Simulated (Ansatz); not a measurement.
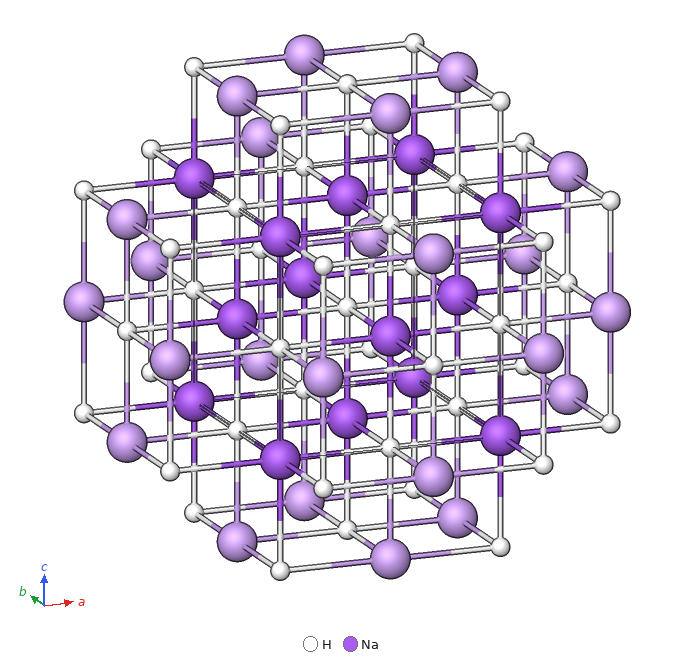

Crystal structure, ball-and-stick style, seen slightly off an axis. The drawn cell (a repeat of the simulation cell) is outlined; an atom on or near a face, edge or corner is repeated at each equivalent position. The bonded neighbours beyond the faces are included, in fainter colours.

NaH, a = 4.915 Å, b = 4.795 Å, c = 4.795 Å, α = 90.00°, β = 90.00°, γ = 90.00°. Strictly the space group is I4/mmm (No. 139, within 0.01 Å). It is a distorted form of a face-centred cubic structure, space group Fm-3m (No. 225) within 0.25 Å: rock salt (NaCl type). Provenance: a structure type filled with these elements by a generator (whether the compound takes this form wasn't checked). The cell was then strained or its atoms displaced on purpose. An electronic-structure calculation with Ansatz was run on it.

This one geometry was computed with Ansatz (DFT, plane waves, PAW) at three levels of theory: PBE, r2SCAN and HSE06. It was relaxed with r2SCAN and then strained.

Question: How does the band gap change with the level of theory?

Answer: PBE: a gap of 3.74 eV, indirect; r2SCAN: a gap of 4.34 eV, indirect; HSE06: a gap of 4.78 eV, indirect.

Question: Collect the results in a table.

Answer:
| level | cutoff (eV) | k-mesh of the run's cell | gap (eV) | pressure (GPa) |
| --- | --- | --- | --- | --- |
| PBE | 420 | 10×10×10 | 3.74 | 0.0 |
| r2SCAN | 500 | 10×10×10 | 4.34 | -0.6 |
| HSE06 | 420 | 6×6×6 | 4.78 | -0.4 |

Gaps are taken on the k-mesh or band path of each run.
